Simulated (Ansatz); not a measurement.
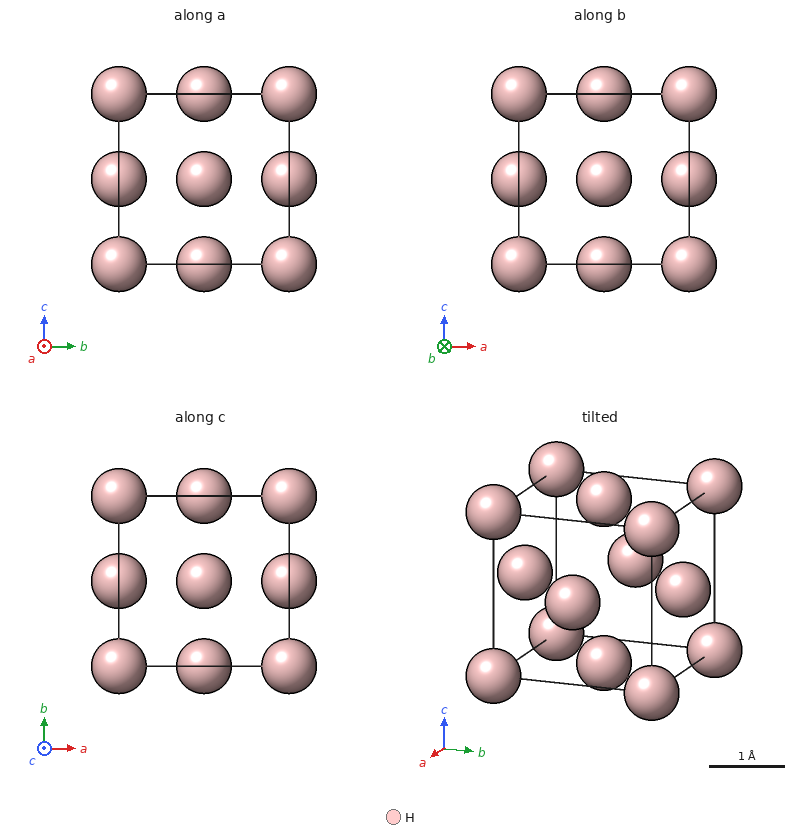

Spheres-only model, viewed along the a axis, along the b axis, along the c axis and slightly off an axis. One conventional unit cell is framed, with atoms on its boundary repeated.

Lattice parameters: a = 2.2837 Å, b = 2.2837 Å, c = 2.2837 Å, α = 90.000°, β = 90.000°, γ = 90.000°.

Q: Put the structure into a CIF with its space group and independent sites.

A:
```cif
data_structure
_symmetry_space_group_name_H-M 'F m -3 m'
_symmetry_Int_Tables_number 225
_cell_length_a 2.2837
_cell_length_b 2.2837
_cell_length_c 2.2837
_cell_angle_alpha 90.000
_cell_angle_beta 90.000
_cell_angle_gamma 90.000
_cell_volume 11.91
loop_
_atom_site_label
_atom_site_type_symbol
_atom_site_symmetry_multiplicity
_atom_site_Wyckoff_symbol
_atom_site_fract_x
_atom_site_fract_y
_atom_site_fract_z
_atom_site_occupancy
H1 H 4 a 0.0000 0.0000 0.0000 1
```

Provenance: a structure type filled with this element by a generator (whether the element takes this form wasn't checked). Earlier steps of the study may have refined or changed the cell and positions. An electronic-structure calculation with Ansatz was run on it.
